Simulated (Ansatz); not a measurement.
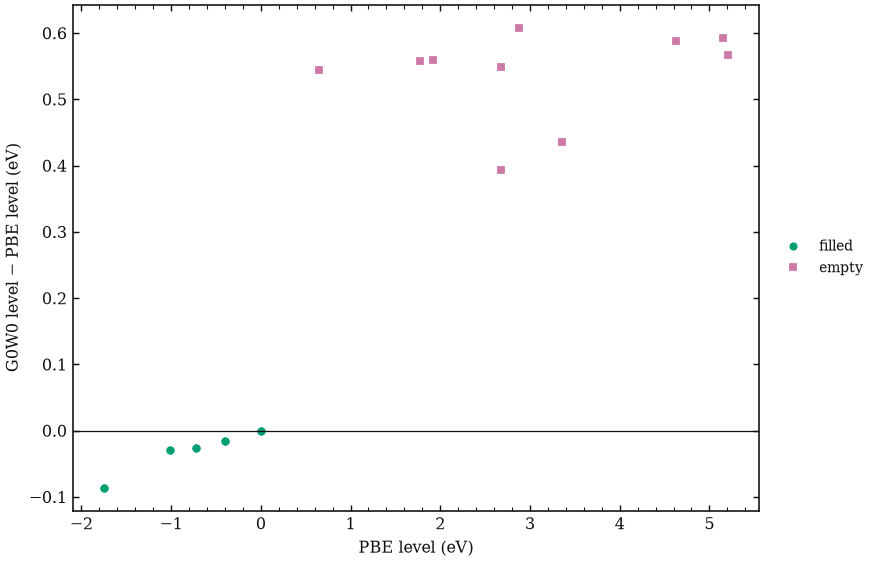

Change of each level from PBE to G0W0 against its PBE energy, both sets counted from their own valence top.

System: zincblende CdTe, space group F-43m (No. 216), 2 atoms in the primitive cell, relaxed with r2SCAN; cubic a = 6.560 Å. Starting point: PBE, Ansatz PAW set, no spin polarisation, no spin-orbit coupling, 4×4×4 k mesh, 420 eV cutoff, fixed occupations (Ansatz). Many-body step: G0W0 with empty bands 522, screening cutoff 220 eV and frequency treatment contour deformation.

> By how much does the gap open?

Over the k points that were corrected, the smallest gap goes from 0.65 eV in PBE (direct at Γ) to 1.20 eV in G0W0 (direct at Γ), a change of +0.55 eV (+84 %).

> Is the valence band stretched or squeezed?

Down to 1.7 eV under the top, the filled levels drop by about 0.05 eV more for each eV of depth, so the valence band is stretched by about 5 %.

> What are the quasiparticle weights at the band edges?

The quasiparticle weight (renormalisation factor) lies between 0.70 and 0.75 for the top filled and first empty levels.

```csv
k point,PBE direct gap (eV),G0W0 direct gap (eV)
Γ,0.65,1.20
L,2.50,3.08
X,4.42,4.90
```

The filled d shell of Cd makes such GW gaps lie low. The GW screening of so narrow a gap isn't settled on this k mesh. Spin-orbit coupling is left out, which matters for Te. The k mesh is thin for GW. Bands, cutoffs and mesh are finite, so these values aren't at the basis limit.
